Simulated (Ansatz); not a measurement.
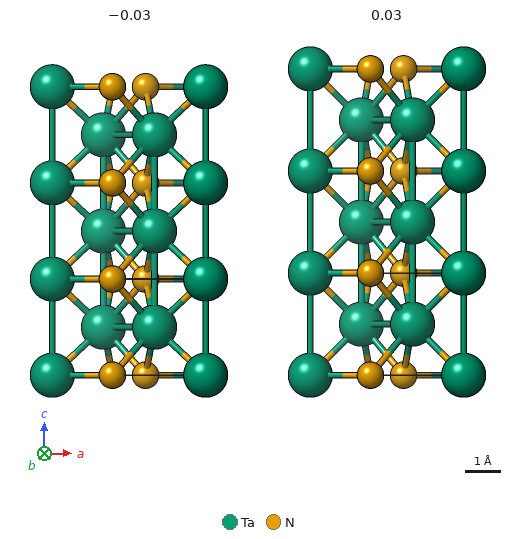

Solid TaN (set up in P-62m), under strain along c alone (the other axes held, atoms relaxed), with energies (extrapolated to zero smearing) counted from the relaxed crystal, which is the row at zero. The picture shows the first and the last member. A ball-and-stick model of the cell of the calculation, repeated 1 × 1 × 3 with one cell outlined, seen along the b axis.

Computed with Ansatz 0.2.0: DFT r2SCAN, scalar-relativistic, plane waves, PAW. Set-up: plane-wave cutoff 500 eV; k-point mesh 12 × 12 × 12; occupations gaussian; smearing width 0.1 eV; no spin polarisation; atoms relaxed in a fixed cell; force threshold 0.008 eV/Å.

```csv
strain,energy (meV/atom),a (Å),c (Å)
−0.03,23.67,5.200,2.823
−0.02,?,?,?
−0.01,2.52,5.200,2.881
0.0,0.00,5.200,2.910
0.01,2.35,5.200,2.939
0.02,9.31,5.200,2.969
0.03,20.61,5.200,2.998
```

### One row is withheld. What does the calculation give there?

A parabola through three neighbouring rows (−0.03, −0.01, 0.0) gives, with Lagrange weights, (0.3333)(23.67) + (1.0000)(2.52) + (−0.3333)(0.00) = 10.41 meV/atom. The calculation gives 10.27 meV/atom (a = 5.200 Å, c = 2.852 Å). The estimate is 0.14 meV/atom too high. From the first member to the last: Ta–Ta 2.823 → 2.998 Å, N–Ta 2.135 → 2.194 Å, Ta–Ta 3.317 → 3.355 Å.

The whole series:

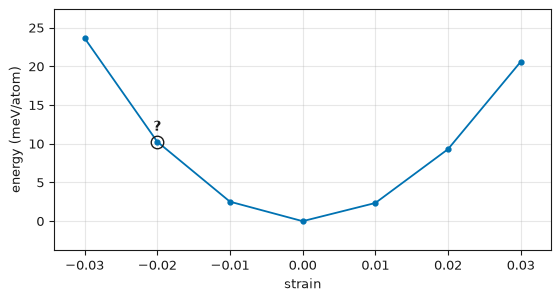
